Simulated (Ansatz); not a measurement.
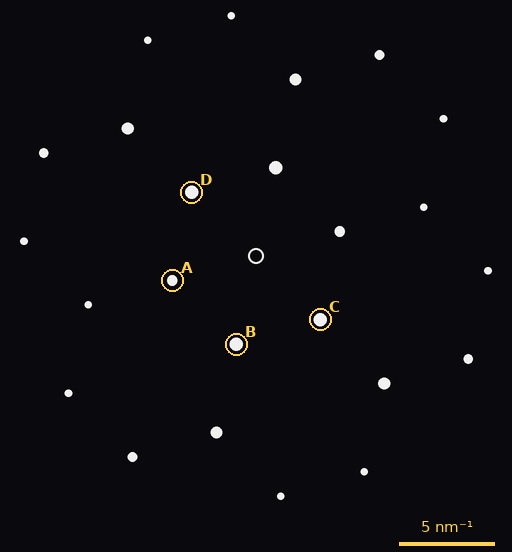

Kinematic zone-axis pattern, calculated for 80 keV electrons with B = 0.5 Å². The zone axis points towards the electron source and the pattern is seen from the source side.

Crystal: Ni, space group P6_3/mmc (No. 194), a = 2.51 Å, c = 8.20 Å (hexagonal axes). Structure: the input geometry of an electronic-structure calculation (not necessarily at equilibrium); the starting structure was generated, so it need not be a known form of this composition.

```
atom  site  symmetry       x       y       z
  Ni    2a      -3m.  0.0000  0.0000  0.0000
  Ni    2c      -6m2  0.3333  0.6667  0.2500
```

Spot A is indexed 0 -1 0 and spot B 1 -1 -1.

Question: What are the indices of the remaining marked spots?

Answer: C = −A + B = 1 0 -1 (d = 2.098 Å). D = A − B = -1 0 1 (d = 2.098 Å).

Question: Give [uvw].

Answer: The cross product of A and B is parallel to [101]; every spot obeys hu + kv + lw = 0.

Question: What are the spacings of A and B and the angle between them?

Answer: d(A) = 2.170 Å, d(B) = 2.098 Å, and the angle is 61.1°.
